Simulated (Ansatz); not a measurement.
Start from this file.

```xyz
8
Lattice="4.0071 0.0000 0.0000 0.0000 4.0071 0.0000 0.0000 0.0000 4.0071" Properties=species:S:1:pos:R:3 pbc="T T T"
Li    0.0000    0.0000    0.0000
H     0.0000    2.0036    0.0000
Li    0.0000    2.0036    2.0036
H     0.0000    0.0000    2.0036
Li    2.0036    0.0000    2.0036
H     2.0036    2.0036    2.0036
Li    2.0036    2.0036    0.0000
H     2.0036    0.0000    0.0000
```

Summarise the structure in words.

Answer. The solid is LiH. The structure has Fm-3m (No. 225) symmetry and a face-centred cubic lattice. Its structure type: rock salt (NaCl type). The cell has 8 atoms, namely 4 Li, 4 H. The Li atoms are each bonded to six H in an octahedral arrangement at 2.00 Å. The coordination shell of H holds six Li in an octahedral arrangement at 2.00 Å. The bonds build a three-dimensional framework.

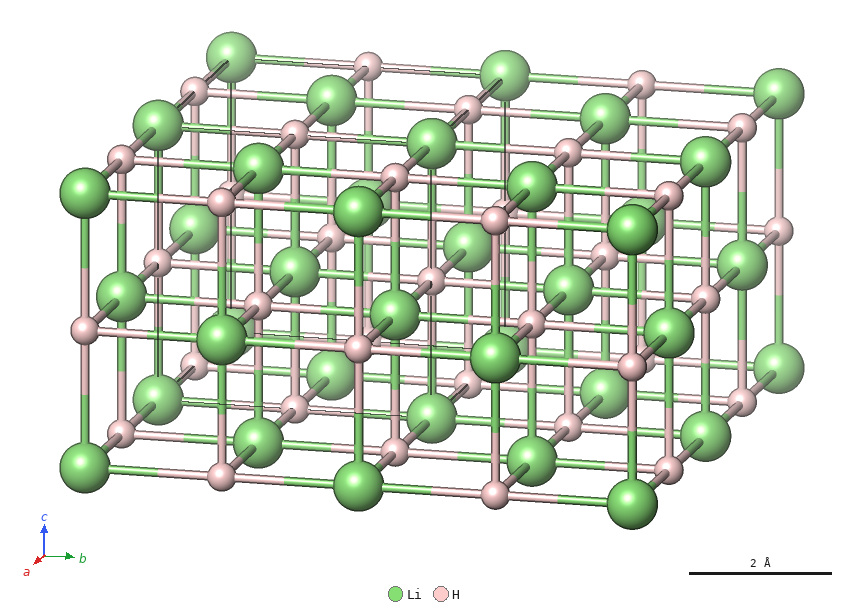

Ball-and-stick drawing of the structure, looking slightly off an axis. The structure is repeated 2×2×1 times; solid lines mark one conventional unit cell. Colours: lithium green, hydrogen pink.

The structure comes from a structure listed in the Materials Project, with elements exchanged, so it need not be a known form of the compound. Earlier steps of the study may have refined or changed the cell and positions. An electronic-structure calculation with Ansatz was run on it.
